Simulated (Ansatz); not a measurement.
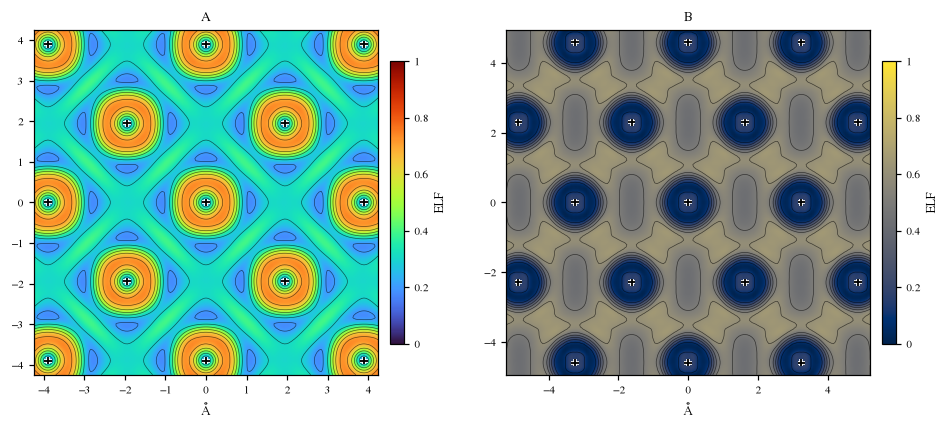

The electron localisation function of 2 systems, each on a plane through atoms (crosses mark nuclei in the plane).

All numbers below come from DFT, r2SCAN, PAW with Ansatz's default frozen-core files, scalar-relativistic in Ansatz 0.2.0.

System 1: Re, the (100) plane of the conventional cell. Space group Fm-3m; computed without spin polarisation.

```
Re
1.0
     3.89317    0.00000    0.00000
     0.00000    3.89317    0.00000
     0.00000    0.00000    3.89317
Re
4
Direct
  0.00000 0.00000 0.00000
  0.50000 0.50000 0.00000
  0.50000 0.00000 0.50000
  0.00000 0.50000 0.50000
```

System 2: Al, the (101) plane of the conventional cell. Space group Im-3m; a structure from a database of computed crystals, not necessarily the ambient phase; computed pressure about −4 GPa in this cell; computed without spin polarisation.

```
Al
1.0
     3.24485    0.00000    0.00000
     0.00000    3.24485    0.00000
     0.00000    0.00000    3.24485
Al
2
Direct
  0.00000 0.00000 0.00000
  0.50000 0.50000 0.50000
```

Which map belongs to which system?

Answer. Panel A is system 1, Re: the plane holds Re. Re–Re (2.75 Å): the ELF is about 0.40 at the midpoint. Panel B is system 2, Al: the plane holds Al. Al–Al (2.81 Å): the ELF peaks at about 0.65 between the atoms.
